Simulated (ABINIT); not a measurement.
**Ti: phonon calculation (part 2 of 2)**

Continued. System: Ti (2 atoms in the cell). Method: Kohn-Sham DFT of a periodic cell, LDA, JTH PAW LDA v2.0, no spin polarisation (ABINIT 10.8.3); cutoff 408.17 eV, 12×12×8 k-mesh, Gaussian smearing of 0.1 eV. The structure derives from an entry of the Crystallography Open Database.

Geometry of the input (Å; fractional positions):
```
2.8709  0.0000  0.0000
-1.4355  2.4863  0.0000
0.0000  0.0000  4.5236
Ti 0.6667  0.3333  0.7500
Ti 0.3333  0.6667  0.2500
```

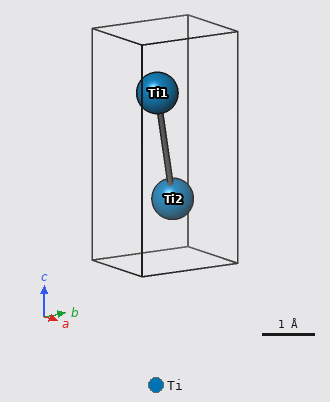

The input geometry (ball-and-stick view of the cell of the calculation, seen slightly off an axis; atoms are numbered from 1 in the order of the input). An atom can appear more than once, as a periodic image.

Log, continued
```
 cartesian forces (hartree/bohr) at end:
    1     -0.00000000000000    -0.00000000000000    -0.00000000000000
    2      0.00000000000000     0.00000000000000    -0.00000000000000
 frms,max,avg= 3.6677908E-27 5.5016862E-27   0.000E+00  0.000E+00  0.000E+00 h/b

 cartesian forces (eV/Angstrom) at end:
    1     -0.00000000000000    -0.00000000000000    -0.00000000000000
    2      0.00000000000000     0.00000000000000    -0.00000000000000
 frms,max,avg= 1.8860539E-25 2.8290808E-25   0.000E+00  0.000E+00  0.000E+00 e/A
 length scales=  1.889726125908  1.889726125908  1.889726125908 bohr
              =  1.000000000000  1.000000000000  1.000000000000 angstroms
 Fermi (or HOMO) energy (hartree) =   0.30595   Average Vxc (hartree)=  -0.42345
 Eigenvalues (hartree) for nkpt=  95  k points:
 kpt#   1, nband= 20, wtk=  0.00087, kpt=  0.0000  0.0000  0.0000 (reduced coord)
  -1.75705   -1.74978   -0.91256   -0.88218   -0.88218   -0.87823   -0.87729   -0.87729
   0.07490    0.20020    0.33399    0.33399    0.34080    0.34816    0.35484    0.35484
   0.36754    0.36754    0.43138    0.43138
      occupation numbers for kpt#   1
   2.00000    2.00000    2.00000    2.00000    2.00000    2.00000    2.00000    2.00000
   2.00000    2.00000    0.00000    0.00000    0.00000    0.00000    0.00000    0.00000
   0.00000    0.00000    0.00000    0.00000
 prteigrs : prtvol=0 or 1, do not print more k-points.

--- !EnergyTerms
iteration_state     : {dtset: 1, }
comment             : Components of total free energy in Hartree
kinetic             :  1.55919576583324E+01
hartree             :  2.19724363640445E+01
xc                  : -6.49483928936381E+00
Ewald energy        : -8.70617117578422E+01
psp_core            :  5.47883657198936E+00
local_psp           : -6.64949953539281E+01
PAW spherical_terms : -4.46028252984614E-01
internal            : -1.17454344059752E+02
'-kT*entropy'       : -3.84182378788160E-04
total_energy        : -1.17454728242131E+02
total_energy_eV     : -3.19610597661337E+03
...

--- !EnergyTermsDC
iteration_state     : {dtset: 1, }
comment             : '"Double-counting" decomposition of free energy'
band_energy         : -1.57744543055830E+01
Ewald energy        : -8.70617117578422E+01
psp_core            :  5.47883657198936E+00
xc_dc               : -2.11630476390473E+01
PAW spherical_terms :  1.06603311015143E+00
internal            : -1.17454344020332E+02
'-kT*entropy'       : -3.84182378788160E-04
total_energy_dc     : -1.17454728202710E+02
total_energy_dc_eV  : -3.19610597554067E+03
...

--- !EnergyTermsWithPAWCore
iteration_state     : {dtset: 1, }
comment             : 'Components of total free energy, including PAW core contributions'
Total energy        : -1.70399889044499E+03
Total energy DC     : -1.70399889040557E+03
Total energy (eV)   : -4.63681719706217E+04
Total energy DC (eV): -4.63681719695490E+04
...

 Cartesian components of stress tensor (hartree/bohr^3)
  sigma(1 1)=  4.55057799E-06  sigma(3 2)=  0.00000000E+00
  sigma(2 2)=  4.55067464E-06  sigma(3 1)=  0.00000000E+00
  sigma(3 3)= -1.79586816E-05  sigma(2 1)=  0.00000000E+00

-Cartesian components of stress tensor (GPa)         [Pressure=  8.6865E-02 GPa]
- sigma(1 1)=  1.33882627E-01  sigma(3 2)=  0.00000000E+00
- sigma(2 2)=  1.33885470E-01  sigma(3 1)=  0.00000000E+00
- sigma(3 3)= -5.28362654E-01  sigma(2 1)=  0.00000000E+00

================================================================================
== DATASET  2 ==================================================================

--- !DatasetInfo
iteration_state: {dtset: 2, }
dimensions: {natom: 2, nkpt: 580, mband: 20, nsppol: 1, nspinor: 1, nspden: 1, mpw: 638, }
cutoff_energies: {ecut:  15.0, pawecutdg:  30.0, }
electrons: {nelect:   2.40000000E+01, charge:   0.00000000E+00, occopt:   7.00000000E+00, tsmear:   3.67493222E-03, }
meta: {optdriver: 1, rfphon: 1, }
...

 mkfilename : getwfk/=0, take file _WFK from output of DATASET   1.

 Exchange-correlation functional for the present dataset will be:
  LDA: Perdew-Wang 92 LSD fit to Ceperley-Alder data - ixc=7
  J.P.Perdew and Y.Wang, PRB 45, 13244 (1992)

 Real(R)+Recip(G) space primitive vectors, cartesian coordinates (Bohr,Bohr^-1):
 R(1)=  5.4253020  0.0000000  0.0000000  G(1)=  0.1843215  0.1064181  0.0000000
 R(2)= -2.7126510  4.6984493  0.0000000  G(2)=  0.0000000  0.2128362  0.0000000
 R(3)=  0.0000000  0.0000000  8.5482963  G(3)=  0.0000000  0.0000000  0.1169824
 Unit cell volume ucvol=  2.1790040E+02 bohr^3
 Angles (23,13,12)=  9.00000000E+01  9.00000000E+01  1.20000000E+02 degrees
 setup1 : take into account q-point for computing boxcut.

 Coarse grid specifications (used for wave-functions):

 getcut: wavevector=  0.0000  0.0000  0.0000  ngfft=  20  20  30
         ecut(hartree)=     15.000   => boxcut(ratio)=   2.01294

 Fine grid specifications (used for densities):

 getcut: wavevector=  0.0000  0.0000  0.0000  ngfft=  30  30  45
         ecut(hartree)=     30.000   => boxcut(ratio)=   2.08760
--------------------------------------------------------------------------------

 ==>  initialize data related to q vector <==

 The list of irreducible perturbations for this q vector is:
    1)    idir= 1    ipert=   1
    2)    idir= 3    ipert=   1

================================================================================

 The perturbation idir=   2  ipert=   1 is
 symmetric of a previously calculated perturbation.
 So, its SCF calculation is not needed.

 The perturbation idir=   1  ipert=   2 is
 symmetric of a previously calculated perturbation.
 So, its SCF calculation is not needed.

 The perturbation idir=   2  ipert=   2 is
 symmetric of a previously calculated perturbation.
 So, its SCF calculation is not needed.

 The perturbation idir=   3  ipert=   2 is
 symmetric of a previously calculated perturbation.
 So, its SCF calculation is not needed.

--------------------------------------------------------------------------------
 Perturbation wavevector (in red.coord.)   0.000000  0.000000  0.000000
 Perturbation : displacement of atom   1   along direction   1
 Found     2 symmetries that leave the perturbation invariant.
 symkpt : the number of k-points, thanks to the symmetries,
 is reduced to   370 .

--------------------------------------------------------------------------------

--------------------------------------------------------------------------------

 dfpt_looppert : total number of electrons, from k and k+q
  fully or partially occupied states are    2.400000E+01 and    2.400000E+01.
 Initialisation of the first-order wave-functions :
  ireadwf=   0

--- !BeginCycle
iteration_state: {dtset: 2, }
solver: {iscf: 7, nstep: 80, nline: 4, wfoptalg: 10, }
tolerances: {tolvrs: 1.00E-08, }
...

     iter   2DEtotal(Ha)        deltaE(Ha) residm    vres2
-ETOT  1   718.65577565452      7.964E+02 7.625E+00 1.160E+06
 ETOT  2   38.080549539800     -6.806E+02 3.559E+00 1.339E+04
 ETOT  3   1.8369484530552     -3.624E+01 1.718E-01 4.598E+03
 ETOT  4   1.1091811261535     -7.278E-01 7.268E-03 2.945E+03
 ETOT  5  0.33798964991301     -7.712E-01 2.035E-03 2.174E+02
 ETOT  6  0.27495729524825     -6.303E-02 3.110E-04 6.683E+01
 ETOT  7  0.25610506633670     -1.885E-02 8.990E-05 7.129E+00
 ETOT  8  0.25418201050778     -1.923E-03 3.944E-06 7.892E-01
 ETOT  9  0.25394922279251     -2.328E-04 4.242E-07 3.419E-02
 ETOT 10  0.25393599647013     -1.323E-05 1.597E-08 4.935E-03
 ETOT 11  0.25393311740758     -2.879E-06 1.339E-09 1.417E-07
 ETOT 12  0.25393307183712     -4.557E-08 6.361E-11 5.600E-05
 ETOT 13  0.25393306892208     -2.915E-09 1.319E-11 8.119E-06
 ETOT 14  0.25393305154061     -1.738E-08 4.805E-13 1.437E-06
 ETOT 15  0.25393305405252      2.512E-09 3.260E-13 7.687E-09

 At SCF step   15       vres2   =  7.69E-09 < tolvrs=  1.00E-08 =>converged.
================================================================================

 ----iterations are completed or convergence reached----

 Mean square residual over all n,k,spin=   14.956E-15; max=  32.599E-14

 2DEtotal=    0.2539330541E+00 Ha. Also 2DEtotal=    0.690987041444E+01 eV
    (2DErelax=    7.8024439732E+01 Ha. 2DEnonrelax=   -7.7770506678E+01 Ha)
    (  non-var. 2DEtotal :    8.8137996202E-01 Ha)

--------------------------------------------------------------------------------
 Perturbation wavevector (in red.coord.)   0.000000  0.000000  0.000000
 Perturbation : displacement of atom   1   along direction   3
 Found     6 symmetries that leave the perturbation invariant.
 symkpt : the number of k-points, thanks to the symmetries,
 is reduced to   131 .

--------------------------------------------------------------------------------

--------------------------------------------------------------------------------

 dfpt_looppert : total number of electrons, from k and k+q
  fully or partially occupied states are    2.400000E+01 and    2.400000E+01.
 Initialisation of the first-order wave-functions :
  ireadwf=   0

--- !BeginCycle
iteration_state: {dtset: 2, }
solver: {iscf: 7, nstep: 80, nline: 4, wfoptalg: 10, }
tolerances: {tolvrs: 1.00E-08, }
...

     iter   2DEtotal(Ha)        deltaE(Ha) residm    vres2
-ETOT  1   7637.5356531133      7.782E+03 3.308E+01 3.547E+07
 ETOT  2   87.214801503093     -7.550E+03 1.855E+01 1.214E+05
 ETOT  3   6.9951685253514     -8.022E+01 3.302E-01 1.394E+04
 ETOT  4   2.7400038632341     -4.255E+00 1.395E-02 4.681E+02
 ETOT  5   2.6170347729190     -1.230E-01 1.072E-03 4.902E+01
 ETOT  6   2.6069664800066     -1.007E-02 7.468E-05 1.584E+01
 ETOT  7   2.6029915025838     -3.975E-03 1.166E-05 2.438E+00
 ETOT  8   2.6022191917878     -7.723E-04 3.208E-06 3.061E-02
 ETOT  9   2.6022414596141      2.227E-05 7.675E-08 1.073E-01
 ETOT 10   2.6022096014322     -3.186E-05 4.447E-08 1.730E-03
 ETOT 11   2.6022094309269     -1.705E-07 1.465E-10 9.727E-04
 ETOT 12   2.6022091500377     -2.809E-07 5.151E-10 1.597E-05
 ETOT 13   2.6022091460432     -3.995E-09 1.153E-11 2.825E-06
 ETOT 14   2.6022091461187      7.503E-11 6.335E-12 2.589E-06
 ETOT 15   2.6022091453010     -8.174E-10 2.476E-12 1.342E-07
 ETOT 16   2.6022091452865     -1.455E-11 1.826E-13 2.575E-08
 ETOT 17   2.6022091452851     -1.364E-12 1.463E-14 1.763E-09

 At SCF step   17       vres2   =  1.76E-09 < tolvrs=  1.00E-08 =>converged.
================================================================================

 ----iterations are completed or convergence reached----

 Mean square residual over all n,k,spin=   52.735E-17; max=  14.630E-15

 2DEtotal=    0.2602209145E+01 Ha. Also 2DEtotal=    0.708097181452E+02 eV
    (2DErelax=    1.4716522476E+02 Ha. 2DEnonrelax=   -1.4456301561E+02 Ha)
    (  non-var. 2DEtotal :    2.6022129796E+00 Ha)

================================================================================

 ---- first-order wavefunction calculations are completed ----

 ==> Compute Derivative Database <==

  Dynamical matrix, in cartesian coordinates,
   if specified in the inputs, asr has been imposed
     j1       j2             matrix element
  dir pert dir pert     real part    imaginary part

   1    1   1    1         0.0107443683         0.0000000000
   1    1   1    2        -0.0107443683        -0.0000000000

   2    1   2    1         0.0107443655        -0.0000000000
   2    1   2    2        -0.0107443655         0.0000000000

   3    1   3    1         0.0356905980         0.0000000000
   3    1   3    2        -0.0356905980        -0.0000000000

   1    2   1    1        -0.0107443683         0.0000000000
   1    2   1    2         0.0107443683        -0.0000000000

   2    2   2    1        -0.0107443655        -0.0000000000
   2    2   2    2         0.0107443655         0.0000000000

   3    2   3    1        -0.0356905980         0.0000000000
   3    2   3    2         0.0356905980        -0.0000000000

  Phonon wavevector (reduced coordinates) :  0.00000  0.00000  0.00000
 Phonon energies in Hartree :
   0.000000E+00  0.000000E+00  0.000000E+00  4.961903E-04  4.961904E-04
   9.043463E-04
 Phonon frequencies in cm-1    :
   0.000000E+00  0.000000E+00  0.000000E+00  1.089012E+02  1.089012E+02
   1.984811E+02

== END DATASET(S) ==============================================================
================================================================================

 -outvars: echo values of variables after computation  --------
            acell      1.8897261259E+00  1.8897261259E+00  1.8897261259E+00 Bohr
           etotal1    -1.1745472820E+02
           etotal2     2.6022091453E+00
            fcart1    -3.1764000272E-27 -5.5016862429E-27 -0.0000000000E+00
                       3.1764000272E-27  5.5016862429E-27 -0.0000000000E+00
            fcart2     0.0000000000E+00  0.0000000000E+00  0.0000000000E+00
                       0.0000000000E+00  0.0000000000E+00  0.0000000000E+00
            rprim      2.8709461800E+00  0.0000000000E+00  0.0000000000E+00
                      -1.4354730900E+00  2.4863123200E+00  0.0000000000E+00
                       0.0000000000E+00  0.0000000000E+00  4.5235635700E+00
           strten1     4.5505779862E-06  4.5506746402E-06 -1.7958681590E-05
                       0.0000000000E+00  0.0000000000E+00  0.0000000000E+00
           strten2     0.0000000000E+00  0.0000000000E+00  0.0000000000E+00
                       0.0000000000E+00  0.0000000000E+00  0.0000000000E+00
           xangst      1.4354730900E+00  8.2877077333E-01  3.3926726775E+00
                      -5.3123175858E-17  1.6575415467E+00  1.1308908925E+00
             xred      6.6666666667E-01  3.3333333333E-01  7.5000000000E-01
                       3.3333333333E-01  6.6666666667E-01  2.5000000000E-01
 Calculation completed.
```

Summary

- outcome: converged
- space group (tolerance 0.01 Å): P6₃/mmc (194)
- electrons treated: 24
- free energy: −3196.1060 eV
- gap on the k-point mesh: none (metallic)
- pressure: 0.09 GPa
- largest force (length of the vector): under 0.001 eV/Å
- hardware: 4 threads of Intel Xeon (Granite Rapids), 128 GiB of memory available, shared host
- wall time: 58 s (CPU time 3.6 min)
- peak memory: 0.84 GiB
